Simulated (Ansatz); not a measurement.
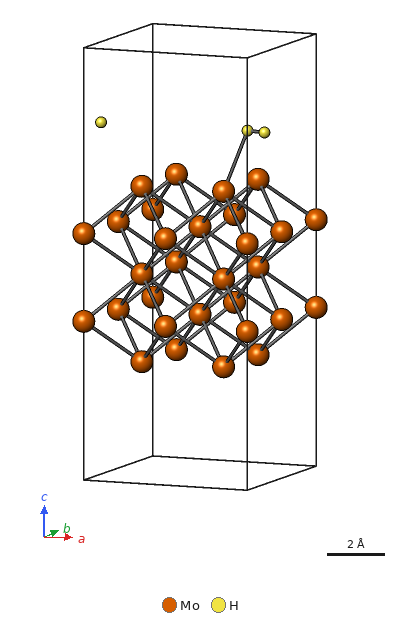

Fig. 1: The input geometry (ball-and-stick view of the cell of the calculation, with the vacuum cut short, seen slightly off an axis). An atom can appear more than once, as a periodic image.

**Run report: Mo₁₀H, geometry relaxation (part 1 of 3)**

- system: Mo₁₀H (slab, 22 atoms in the cell)
- method: DFT PBE+D3(BJ), scalar-relativistic, plane waves, PAW (Ansatz 0.2.0)

The structure derives from an entry of the Crystallography Open Database. The run did not end well. The input holds or restrains some coordinates. Forces given for the steps count only the free coordinates. It belongs to a series of runs on one base structure; here: H2 at a bridge Mo-Mo site, atoms relaxed.

## What the program printed
```
Engine: ansatz 0.2.0, aarch64-unknown-linux-gnu
Pseudopotentials: kind: paw
Pseudopotential: Mo, paw, valence charge 14, recommended cutoff 420 eV (normal), Mo.paw.azcp
Pseudopotential: H, paw, valence charge 1, recommended cutoff 420 eV (normal), H.paw.azcp
Functional definition: PBE
  parameter kappa = 0.804
  parameter beta = 0.06672455060314922
  exchange = pbe_x(kappa = kappa, mu = beta*pi^2/3)
  correlation = pbe_c(beta = beta)
Crystal: 22 atoms, lattice volume = 1124.795 Å³
Basis set: ecut = 600 eV, 37609 PW (Γ), exchange–correlation on 108×108×480 points (8 copies of the dense FFT grid, shifted against one another)
Bands: 170, of which v1, the nominal top of the filled ones, is band 141 counted from 1 (140 counted from 0)
Symmetry: 1 space group operations
Space group: P1 (ITA 1), of the structure as read, at distance tolerance 1.0e-4 Å
k-points: 10 of 16 (time reversal used)
Non-local potential: Mo, projectors of the file, l = 0: 3, l = 1: 2, l = 2: 2, l = 3: 1
Non-local potential: H, projectors of the file, l = 0: 2, l = 1: 1
PAW form: soft (Blöchl's): semilocal exchange-correlation on the pseudo side does not see the compensation charge
PAW one-centre angular grid: Mo, 590 points (default); XC on 64 Gauss nodes
PAW one-centre angular grid: H, 110 points (default); XC on 64 Gauss nodes
Initial density: superposition of atomic densities (neutral atoms: chi_scale 0, normalization atom), corrected by the library's trained network
Initial wavefunctions: pseudopotential atomic-orbital guess
Functional: x = pbe(κ = 0.804, μ = 0.2195149727645171), c = pbe(β = 0.06672455060314922)
SCF iter   1: F=—  HF=-99145.294669 eV  |F-HF|=—  |Δ(HF+E_count)|=         —  Δρ=8.15e-3  dr2=2.95e0  ethr=1.77e-3  p=0.042 e·Å  D=6.68e-3 V/Å  ΔV_dip=-0.19 eV  dr2_dipole=4.57e-4  V_vac-E_F(+/−)=3.85/4.04 eV  ⟨swp⟩=7.9  Hψ=7332  notcnv=0
efield: sawtooth ramp at fractional position 0.9800 (placed from the atoms, in the widest stretch of the axis that holds none; the zero of the levels goes with the place), width 0.0400; the density the first Hamiltonian is built on has a dipole p = 0.042 e·Å; the dipole correction subtracts the counter field D = 6.68e-3 V/Å, which shifts the + side's vacuum level by -0.19 eV against the − side's; the planar-averaged density in the ramp window peaks in size at 4.6e-6 e/Å³
preconditioner: auto → LDOS  [metal: Δε(μ)=0.020 eV  Ē_g=3.622 eV  σ=0.100 eV  W_gap=0.11  n_scr=174 (ndim 8)  ℏωp=12.2 eV  f_vac=0.631  D(μ)=34.38/eV (n_scr^D=264)  β→1.0]
SCF iter   2: F=—  HF=-99145.119234 eV  |F-HF|=—  |Δ(HF+E_count)|=   1.75e-1  Δρ=3.70e-3  dr2=2.40e-1  ethr=1.05e-3  p=0.064 e·Å  D=1.02e-2 V/Å  ΔV_dip=-0.29 eV  dr2_dipole=4.98e-4  V_vac-E_F(+/−)=3.68/3.97 eV  ⟨swp⟩=2.1  Hψ=2693  notcnv=0  defer=167
SCF iter   3: F=—  HF=-99145.094955 eV  |F-HF|=—  |Δ(HF+E_count)|=   2.43e-2  Δρ=1.74e-3  dr2=7.96e-2  ethr=8.51e-5  p=0.067 e·Å  D=1.08e-2 V/Å  ΔV_dip=-0.31 eV  dr2_dipole=6.19e-4  V_vac-E_F(+/−)=3.66/3.97 eV  ⟨swp⟩=3.3  Hψ=3762  notcnv=0  defer=167
SCF iter   4: F=—  HF=-99145.088801 eV  |F-HF|=—  |Δ(HF+E_count)|=   6.15e-3  Δρ=6.63e-4  dr2=1.86e-2  ethr=2.82e-5  p=0.072 e·Å  D=1.15e-2 V/Å  ΔV_dip=-0.33 eV  dr2_dipole=3.11e-4  V_vac-E_F(+/−)=3.63/3.96 eV  ⟨swp⟩=2.0  Hψ=2025  notcnv=0  defer=167
SCF iter   5: F=—  HF=-99145.088238 eV  |F-HF|=—  |Δ(HF+E_count)|=   5.62e-4  Δρ=1.46e-4  dr2=8.89e-4  ethr=6.58e-6  p=0.074 e·Å  D=1.19e-2 V/Å  ΔV_dip=-0.34 eV  dr2_dipole=4.30e-5  V_vac-E_F(+/−)=3.62/3.96 eV  ⟨swp⟩=2.0  Hψ=1810  notcnv=0  defer=128
SCF iter   6: F=—  HF=-99145.088294 eV  |F-HF|=—  |Δ(HF+E_count)|=   5.58e-5  Δρ=4.05e-5  dr2=7.85e-5  ethr=3.15e-7  p=0.075 e·Å  D=1.21e-2 V/Å  ΔV_dip=-0.35 eV  dr2_dipole=1.23e-5  V_vac-E_F(+/−)=3.61/3.96 eV  ⟨swp⟩=2.2  Hψ=2175  notcnv=0  defer=128
SCF iter   7: F=-99145.088291 eV  HF=-99145.088300 eV  |F-HF|=9.22e-6  |Δ(HF+E_count)|=   6.08e-6  Δρ=1.64e-5  dr2=1.19e-5  ethr=1.42e-8  p=0.076 e·Å  D=1.22e-2 V/Å  ΔV_dip=-0.35 eV  dr2_dipole=1.10e-6  V_vac-E_F(+/−)=3.61/3.96 eV  ⟨swp⟩=16.3  Hψ=7900  notcnv=0
SCF 1 converged in 7 iterations: F = -99145.088291 eV  dr2 = 1.19e-5
  greatest PAW one-centre occupation: 0.998 electrons in one spin orbital (limit 2), on the Mo atom at site 17 (counted from 0), in its partial waves of l = 0
relax step   1: F+E_penalty+E_count = -99145.08829099 eV  Δ(F+E_penalty+E_count) = +0.000e0 eV  max|allowed force component| = 1.523e0 eV/Å  Δτ_max = 0.0000 Å  (7 SCF iters, dr2 threshold 4.00e-5 eV, accepted)
Initial density: handed on by an earlier stage of this run
Initial wavefunctions: those handed on with the density
iter 1 solved again at ethr=8.95e-4 eV; its pass at ethr=3.10e-3 eV (dr2=2.52e0 eV) is discarded
SCF iter   1: F=—  HF=-99145.677030 eV  |F-HF|=—  |Δ(HF+E_count)|=         —  Δρ=9.27e-3  dr2=3.11e0  ethr=8.95e-4  p=0.076 e·Å  D=1.22e-2 V/Å  ΔV_dip=-0.35 eV  dr2_dipole=4.95e-1  V_vac-E_F(+/−)=3.63/3.97 eV  ⟨swp⟩=1.8  Hψ=5680  notcnv=0  defer=134
efield: sawtooth ramp at fractional position 0.9800 (handed on by an earlier solve), width 0.0400; the density the first Hamiltonian is built on has a dipole p = 0.076 e·Å; the dipole correction subtracts the counter field D = 1.22e-2 V/Å, which shifts the + side's vacuum level by -0.35 eV against the − side's; the planar-averaged density in the ramp window peaks in size at 1.4e-6 e/Å³
eigensolver tolerance schedule calibrated: the retry pair's looser diagonalisation under-reported the residual by θ = 0.19 (0.35/decade); ethr = c·dr2/N_el runs at the constant in force after the calibration composes with the one it found (an armed cap, an earlier calibration), c = 8.2e-3
preconditioner: auto → LDOS  [metal: Δε(μ)=0.013 eV  Ē_g=3.757 eV  σ=0.100 eV  W_gap=0.07  n_scr=174 (ndim 8)  ℏωp=12.2 eV  f_vac=0.637  D(μ)=33.27/eV (n_scr^D=248)  β→1.0]
SCF iter   2: F=—  HF=-99145.598252 eV  |F-HF|=—  |Δ(HF+E_count)|=   7.88e-2  Δρ=5.02e-3  dr2=7.56e-1  ethr=9.03e-5  p=0.083 e·Å  D=1.34e-2 V/Å  ΔV_dip=-0.38 eV  dr2_dipole=6.92e-2  V_vac-E_F(+/−)=3.57/3.95 eV  ⟨swp⟩=3.1  Hψ=3663  notcnv=0  defer=134
SCF iter   3: F=—  HF=-99145.560748 eV  |F-HF|=—  |Δ(HF+E_count)|=   3.75e-2  Δρ=2.55e-3  dr2=2.63e-1  ethr=2.20e-5  p=0.079 e·Å  D=1.27e-2 V/Å  ΔV_dip=-0.36 eV  dr2_dipole=2.07e-2  V_vac-E_F(+/−)=3.59/3.95 eV  ⟨swp⟩=2.3  Hψ=3551  notcnv=0  defer=145
SCF iter   4: F=—  HF=-99145.544100 eV  |F-HF|=—  |Δ(HF+E_count)|=   1.66e-2  Δρ=8.25e-4  dr2=3.89e-2  ethr=7.63e-6  p=0.079 e·Å  D=1.27e-2 V/Å  ΔV_dip=-0.36 eV  dr2_dipole=5.78e-3  V_vac-E_F(+/−)=3.59/3.95 eV  ⟨swp⟩=2.9  Hψ=3114  notcnv=0  defer=145
SCF iter   5: F=—  HF=-99145.542179 eV  |F-HF|=—  |Δ(HF+E_count)|=   1.92e-3  Δρ=2.03e-4  dr2=3.21e-3  ethr=1.13e-6  p=0.081 e·Å  D=1.30e-2 V/Å  ΔV_dip=-0.37 eV  dr2_dipole=5.62e-4  V_vac-E_F(+/−)=3.58/3.95 eV  ⟨swp⟩=2.9  Hψ=3149  notcnv=0  defer=151
SCF iter   6: F=—  HF=-99145.542093 eV  |F-HF|=—  |Δ(HF+E_count)|=   8.59e-5  Δρ=6.52e-5  dr2=2.04e-4  ethr=9.33e-8  p=0.082 e·Å  D=1.32e-2 V/Å  ΔV_dip=-0.38 eV  dr2_dipole=2.69e-5  V_vac-E_F(+/−)=3.58/3.95 eV  ⟨swp⟩=3.0  Hψ=3167  notcnv=0  defer=151
SCF iter   7: F=-99145.542091 eV  HF=-99145.542094 eV  |F-HF|=2.98e-6  |Δ(HF+E_count)|=   1.14e-6  Δρ=1.87e-5  dr2=1.05e-5  ethr=2.90e-9  p=0.083 e·Å  D=1.33e-2 V/Å  ΔV_dip=-0.38 eV  dr2_dipole=3.82e-7  V_vac-E_F(+/−)=3.57/3.95 eV  ⟨swp⟩=14.0  Hψ=8603  notcnv=0
SCF 2 converged in 7 iterations: F = -99145.542091 eV  dr2 = 1.05e-5
[... from here on the iterations of each SCF are left out, up to the last one ...]
relax step   2: F+E_penalty+E_count = -99145.54209107 eV  Δ(F+E_penalty+E_count) = -4.538e-1 eV  max|allowed force component| = 9.295e-1 eV/Å  Δτ_max = 0.1947 Å  (7 SCF iters, dr2 threshold 1.00e-4 eV, accepted)
efield: sawtooth ramp at fractional position 0.9800 (handed on by an earlier solve), width 0.0400; the density the first Hamiltonian is built on has a dipole p = 0.083 e·Å; the dipole correction subtracts the counter field D = 1.33e-2 V/Å, which shifts the + side's vacuum level by -0.38 eV against the − side's; the planar-averaged density in the ramp window peaks in size at 1.2e-6 e/Å³
preconditioner: auto → LDOS  [metal: Δε(μ)=0.005 eV  Ē_g=3.756 eV  σ=0.100 eV  W_gap=0.03  n_scr=174 (ndim 8)  ℏωp=12.2 eV  f_vac=0.638  D(μ)=31.33/eV (n_scr^D=200)  β→1.0]
SCF 3 converged in 7 iterations: F = -99145.806892 eV  dr2 = 1.47e-5
relax step   3: F+E_penalty+E_count = -99145.80689212 eV  Δ(F+E_penalty+E_count) = -2.648e-1 eV  max|allowed force component| = 3.699e-1 eV/Å  Δτ_max = 0.1947 Å  (7 SCF iters, dr2 threshold 5.40e-5 eV, accepted)
efield: sawtooth ramp at fractional position 0.9800 (handed on by an earlier solve), width 0.0400; the density the first Hamiltonian is built on has a dipole p = 0.093 e·Å; the dipole correction subtracts the counter field D = 1.49e-2 V/Å, which shifts the + side's vacuum level by -0.42 eV against the − side's; the planar-averaged density in the ramp window peaks in size at 1.2e-6 e/Å³
preconditioner: auto → LDOS  [metal: Δε(μ)=0.011 eV  Ē_g=3.748 eV  σ=0.100 eV  W_gap=0.06  n_scr=174 (ndim 8)  ℏωp=12.2 eV  f_vac=0.638  D(μ)=31.38/eV (n_scr^D=216)  β→1.0]
SCF 4 converged in 7 iterations: F = -99145.932841 eV  dr2 = 3.86e-6
relax step   4: F+E_penalty+E_count = -99145.93284058 eV  Δ(F+E_penalty+E_count) = -1.259e-1 eV  max|allowed force component| = 4.112e-1 eV/Å  Δτ_max = 0.1951 Å  (7 SCF iters, dr2 threshold 2.17e-5 eV, accepted)
efield: sawtooth ramp at fractional position 0.9800 (handed on by an earlier solve), width 0.0400; the density the first Hamiltonian is built on has a dipole p = 0.090 e·Å; the dipole correction subtracts the counter field D = 1.44e-2 V/Å, which shifts the + side's vacuum level by -0.41 eV against the − side's; the planar-averaged density in the ramp window peaks in size at 1.2e-6 e/Å³
preconditioner: auto → LDOS  [metal: Δε(μ)=0.016 eV  Ē_g=3.751 eV  σ=0.100 eV  W_gap=0.09  n_scr=174 (ndim 8)  ℏωp=12.2 eV  f_vac=0.639  D(μ)=30.22/eV (n_scr^D=182)  β→1.0]
SCF 5 converged in 6 iterations: F = -99146.069966 eV  dr2 = 1.83e-5
relax step   5: F+E_penalty+E_count = -99146.06996629 eV  Δ(F+E_penalty+E_count) = -1.371e-1 eV  max|allowed force component| = 4.733e-1 eV/Å  Δτ_max = 0.1950 Å  (6 SCF iters, dr2 threshold 2.68e-5 eV, accepted)
efield: sawtooth ramp at fractional position 0.9800 (handed on by an earlier solve), width 0.0400; the density the first Hamiltonian is built on has a dipole p = 0.082 e·Å; the dipole correction subtracts the counter field D = 1.32e-2 V/Å, which shifts the + side's vacuum level by -0.38 eV against the − side's; the planar-averaged density in the ramp window peaks in size at 1.0e-6 e/Å³
preconditioner: auto → LDOS  [metal: Δε(μ)=0.011 eV  Ē_g=3.754 eV  σ=0.100 eV  W_gap=0.06  n_scr=174 (ndim 8)  ℏωp=12.2 eV  f_vac=0.640  D(μ)=28.73/eV (n_scr^D=174)  β→1.0]
SCF 6 converged in 6 iterations: F = -99146.162918 eV  dr2 = 3.27e-5
relax step   6: F+E_penalty+E_count = -99146.16291785 eV  Δ(F+E_penalty+E_count) = -9.295e-2 eV  max|allowed force component| = 5.103e-1 eV/Å  Δτ_max = 0.1946 Å  (6 SCF iters, dr2 threshold 1.00e-4 eV, accepted)
efield: sawtooth ramp at fractional position 0.9800 (handed on by an earlier solve), width 0.0400; the density the first Hamiltonian is built on has a dipole p = 0.062 e·Å; the dipole correction subtracts the counter field D = 9.92e-3 V/Å, which shifts the + side's vacuum level by -0.28 eV against the − side's; the planar-averaged density in the ramp window peaks in size at 9.8e-7 e/Å³
preconditioner: auto → LDOS  [metal: Δε(μ)=0.018 eV  Ē_g=3.757 eV  σ=0.100 eV  W_gap=0.10  n_scr=174 (ndim 8)  ℏωp=12.2 eV  f_vac=0.641  D(μ)=28.20/eV (n_scr^D=174)  β→1.0]
SCF 7 converged in 6 iterations: F = -99146.202016 eV  dr2 = 4.33e-5
relax step   7: F+E_penalty+E_count = -99146.20201580 eV  Δ(F+E_penalty+E_count) = -3.910e-2 eV  max|allowed force component| = 2.734e-1 eV/Å  Δτ_max = 0.1790 Å  (6 SCF iters, dr2 threshold 1.00e-4 eV, accepted)
efield: sawtooth ramp at fractional position 0.9800 (handed on by an earlier solve), width 0.0400; the density the first Hamiltonian is built on has a dipole p = 0.047 e·Å; the dipole correction subtracts the counter field D = 7.63e-3 V/Å, which shifts the + side's vacuum level by -0.22 eV against the − side's; the planar-averaged density in the ramp window peaks in size at 9.4e-7 e/Å³
preconditioner: auto → LDOS  [metal: Δε(μ)=0.034 eV  Ē_g=3.758 eV  σ=0.100 eV  W_gap=0.19  n_scr=174 (ndim 8)  ℏωp=12.2 eV  f_vac=0.641  D(μ)=27.25/eV (n_scr^D=158)  β→1.0]
SCF 8 converged in 6 iterations: F = -99146.223852 eV  dr2 = 7.51e-6
relax step   8: F+E_penalty+E_count = -99146.22385248 eV  Δ(F+E_penalty+E_count) = -2.184e-2 eV  max|allowed force component| = 2.649e-1 eV/Å  Δτ_max = 0.1080 Å  (6 SCF iters, dr2 threshold 2.14e-5 eV, accepted)
efield: sawtooth ramp at fractional position 0.9800 (handed on by an earlier solve), width 0.0400; the density the first Hamiltonian is built on has a dipole p = 0.046 e·Å; the dipole correction subtracts the counter field D = 7.44e-3 V/Å, which shifts the + side's vacuum level by -0.21 eV against the − side's; the planar-averaged density in the ramp window peaks in size at 7.3e-7 e/Å³
preconditioner: auto → LDOS  [metal: Δε(μ)=0.040 eV  Ē_g=3.761 eV  σ=0.100 eV  W_gap=0.22  n_scr=174 (ndim 8)  ℏωp=12.2 eV  f_vac=0.640  D(μ)=24.67/eV (n_scr^D=130)  β→1.0]
SCF 9 converged in 6 iterations: F = -99146.269754 eV  dr2 = 4.87e-6
relax step   9: F+E_penalty+E_count = -99146.26975410 eV  Δ(F+E_penalty+E_count) = -4.590e-2 eV  max|allowed force component| = 2.223e-1 eV/Å  Δτ_max = 0.1961 Å  (6 SCF iters, dr2 threshold 2.01e-5 eV, accepted)
efield: sawtooth ramp at fractional position 0.9800 (handed on by an earlier solve), width 0.0400; the density the first Hamiltonian is built on has a dipole p = 0.045 e·Å; the dipole correction subtracts the counter field D = 7.28e-3 V/Å, which shifts the + side's vacuum level by -0.21 eV against the − side's; the planar-averaged density in the ramp window peaks in size at 5.9e-7 e/Å³
preconditioner: auto → LDOS  [metal: Δε(μ)=0.008 eV  Ē_g=3.779 eV  σ=0.100 eV  W_gap=0.04  n_scr=174 (ndim 8)  ℏωp=12.2 eV  f_vac=0.640  D(μ)=22.19/eV (n_scr^D=120)  β→1.0]
SCF 10 converged in 7 iterations: F = -99146.321102 eV  dr2 = 3.58e-6
relax step  10: F+E_penalty+E_count = -99146.32110234 eV  Δ(F+E_penalty+E_count) = -5.135e-2 eV  max|allowed force component| = 1.911e-1 eV/Å  Δτ_max = 0.1952 Å  (7 SCF iters, dr2 threshold 3.48e-5 eV, accepted)
efield: sawtooth ramp at fractional position 0.9800 (handed on by an earlier solve), width 0.0400; the density the first Hamiltonian is built on has a dipole p = 0.035 e·Å; the dipole correction subtracts the counter field D = 5.61e-3 V/Å, which shifts the + side's vacuum level by -0.16 eV against the − side's; the planar-averaged density in the ramp window peaks in size at 3.7e-7 e/Å³
preconditioner: auto → LDOS  [metal: Δε(μ)=0.032 eV  Ē_g=3.768 eV  σ=0.100 eV  W_gap=0.18  n_scr=174 (ndim 8)  ℏωp=12.2 eV  f_vac=0.639  D(μ)=21.76/eV (n_scr^D=120)  β→1.0]
SCF 11 converged in 6 iterations: F = -99146.369971 eV  dr2 = 1.50e-5
relax step  11: F+E_penalty+E_count = -99146.36997137 eV  Δ(F+E_penalty+E_count) = -4.887e-2 eV  max|allowed force component| = 1.568e-1 eV/Å  Δτ_max = 0.2000 Å  (6 SCF iters, dr2 threshold 2.57e-5 eV, accepted)
efield: sawtooth ramp at fractional position 0.9800 (handed on by an earlier solve), width 0.0400; the density the first Hamiltonian is built on has a dipole p = 0.012 e·Å; the dipole correction subtracts the counter field D = 1.89e-3 V/Å, which shifts the + side's vacuum level by -0.05 eV against the − side's; the planar-averaged density in the ramp window peaks in size at 4.1e-7 e/Å³
preconditioner: auto → LDOS  [metal: Δε(μ)=0.029 eV  Ē_g=3.766 eV  σ=0.100 eV  W_gap=0.16  n_scr=174 (ndim 8)  ℏωp=12.2 eV  f_vac=0.639  D(μ)=21.79/eV (n_scr^D=120)  β→1.0]
SCF 12 converged in 6 iterations: F = -99146.400699 eV  dr2 = 7.66e-6
```
